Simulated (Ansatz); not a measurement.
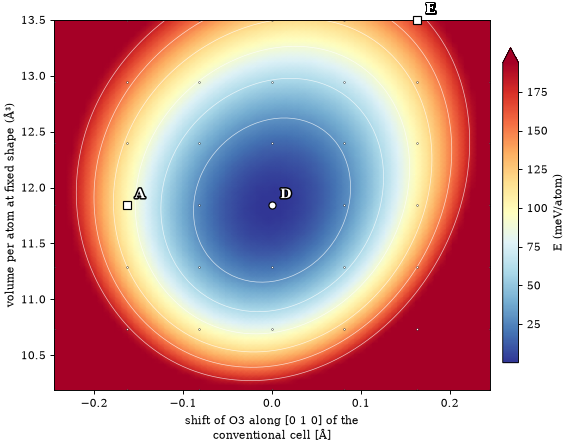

SnO₂ (P4_2/mnm, No. 136; 6 atoms in the cell). The energy is mapped over a free internal coordinate and the cell. Coordinates scanned: (1) shift of O3 along [0 1 0] of the conventional cell, Cartesian (0 1 0), its symmetry partners moved as symmetry demands (measured in the relaxed cell); (2) volume per atom at fixed shape. Nothing is relaxed (all other coordinates fixed). The grid has 7 × 7 points. Points are written as (first, second). All energies are given in meV/atom relative to the lowest grid point. Level of theory: DFT LDA, scalar-relativistic, plane waves, PAW in Ansatz 0.2.0. Settings: cutoff 520 eV, k-mesh 6×6×8 in the order of the run's cell vectors, gaussian smearing 0.05 eV, no spin polarisation.

Drawn: a smooth colour map with a few white contour lines, dots at the grid points, one colour for all values above the top of the scale, lettered points. Between grid points the surface is interpolated.

Is D the lowest point of the computed grid?

Answer. Yes. D, at (0.000 Å, 11.84 Å³), has the lowest energy of the grid.

Rank the lettered points by energy, lowest first.

Answer. D (0 meV/atom), A (101 meV/atom), E (171 meV/atom).

What kind of point is each of A, D: minimum, saddle, maximum or slope?

Answer. A: on a slope; D: minimum. (In these two coordinates alone; a stationary point may lie a little off the grid point.)

PAW datasets: the set soft_1.
